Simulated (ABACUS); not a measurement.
# Energy of ZnO along an even scaling of the cell

System: ZnO (4 atoms in the cell).
Method: Kohn-Sham DFT of a periodic cell, PBEsol, PseudoDojo NC SR 0.4.1 PBEsol standard, no spin polarisation (ABACUS 3.10.1).

The 7 runs differ only in the geometry, by an even scaling of the cell at fixed fractional positions. The structure derives from an entry of the Crystallography Open Database.

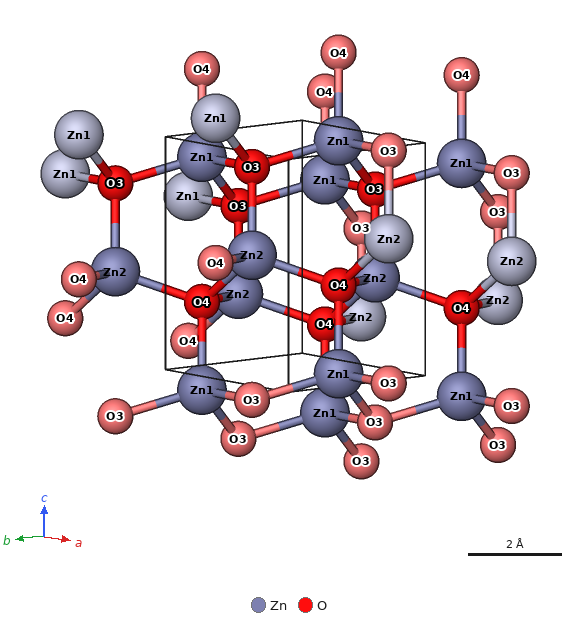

Figure 1. The structure of run 4 (ball-and-stick view of the cell of the calculation, repeated 2 × 2 × 1, seen at an oblique angle; neighbours outside the cell are drawn fainter; atoms are numbered from 1 in the order of the input). An atom can appear more than once, as a periodic image.

**Input file of run 4**
```
INPUT_PARAMETERS
suffix              ZnO
calculation         scf
basis_type          pw
pseudo_dir          ./
symmetry            1
dft_functional      pbesol
ecutwfc             84
pseudo_rcut         7
nspin               1
nbands              32
ks_solver           dav
smearing_method     fd
smearing_sigma      0.00367493
scf_thr             1e-08
scf_nmax            100
mixing_type         broyden
mixing_beta         0.7
cal_force           1
cal_stress          1
kpar                4
```

**File STRU of run 4**
```
ATOMIC_SPECIES
Zn 65.3800 Zn.upf
O 15.9990 O.upf

LATTICE_CONSTANT
1.8897261246

LATTICE_VECTORS
3.2493080000 0.0000000000 0.0000000000
-1.6246540000 2.8139832727 0.0000000000
0.0000000000 0.0000000000 5.2057090000

ATOMIC_POSITIONS
Direct

Zn
0.0
2
0.6666666667 0.3333333333 0.0000000000 1 1 1
0.3333333333 0.6666666667 0.5000000000 1 1 1

O
0.0
2
0.3333333333 0.6666666667 0.8790100000 1 1 1
0.6666666667 0.3333333333 0.3790100000 1 1 1
```

**File KPT of run 4**
```
K_POINTS
0
Gamma
9 9 5 0 0 0
```

Command:
```bash
OMP_NUM_THREADS=1 mpirun -np 4 abacus > log
```

Lattice vectors (Å) and fractional positions of run 4:
```
   3.249308    0.000000    0.000000
  -1.624654    2.813983    0.000000
   0.000000    0.000000    5.205709
Zn  0.666667  0.333333  0.000000
Zn  0.333333  0.666667  0.500000
O   0.333333  0.666667  0.879010
O   0.666667  0.333333  0.379010
```

Run 3 differs from it as follows:
```diff
-3.2493080000 0.0000000000 0.0000000000
--1.6246540000 2.8139832727 0.0000000000
-0.0000000000 0.0000000000 5.2057090000
+3.2274999067 0.0000000000 0.0000000000
+-1.6137499533 2.7950969099 0.0000000000
+0.0000000000 0.0000000000 5.1707703030
```

**Results, with one run withheld**

```csv
run,volume per atom (Å³),"free energy per atom, from the lowest run given (meV)",pressure (GPa),gap on the mesh (eV)
1,11.186,11.75,7.74,0.86
2,11.424,2.93,4.18,0.83
3,11.662,?,?,?
4,11.900,0.00,−2.03,0.76
5,12.138,4.89,−4.62,0.73
6,12.376,13.42,−6.93,0.70
7,12.614,25.22,−8.99,0.67
```

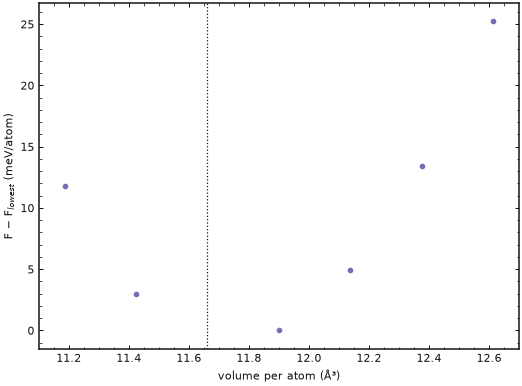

Figure 2. Free energy per atom of the runs given; the dotted line marks run 3.

Fit the runs given and predict run 3.

A cubic polynomial in V^(−2/3) (the Birch–Murnaghan form), fitted to the 6 runs given, misses them by under 0.01 meV per atom. With x = V^(−2/3) − 0.19162 Å⁻², it reads F = 0.28621 − 1291.1 x + 3.181e+05 x² + 3.7744e+05 x³ (meV per atom). At run 3 it gives −0.81 meV per atom, and the run itself gives −0.81. The slope of the fit gives a pressure −dF/dV of 0.93 GPa there, and the run prints 0.87 GPa. The two needn't agree exactly: the fit is approximate, and the printed stress is taken on a finite basis. The fit has its minimum at 11.735 Å³ per atom, where V d²F/dV² gives 146 GPa. Cell shape and fractional positions are held, so this is the stiffness under even scaling; the relaxed bulk modulus wasn't computed. The gap on the mesh goes, without turning, from 0.86 eV in run 1 to 0.67 eV in run 7; run 3 has 0.79 eV. These are gaps of this functional on this mesh, which can miss the band edges; they aren't the measured gap.

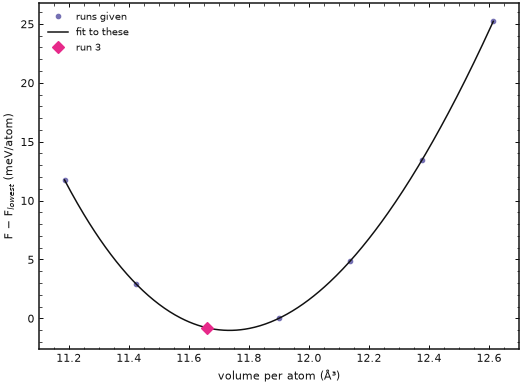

Figure 3. The fit and the withheld run.

**Some lines of the output (run 3)**
```
[...]
 E_Fermi        0.6919091921         9.4139075116
 E_Fermi        0.8435508978         11.4770987631
 E_Fermi        0.7532061772         10.2478957786
 E_Fermi        0.7602967979         10.3443686227
 E_Fermi        0.7591269930         10.3284526104
 E_Fermi        0.7586058452         10.3213620304
 E_Fermi        0.7589936311         10.3266381292
 E_Fermi        0.7590762045         10.3277615970
 E_KS(sigma->0) -901.7148601313      -12268.4600690591
 E_Fermi        0.7590895976         10.3279438193
 final etot is -12268.460071 eV
 EFERMI = 10.327943819 eV
 TOTAL-PRESSURE: 8.701958 KBAR
 !FINAL_ETOT_IS -12268.4600709067017306 eV
```
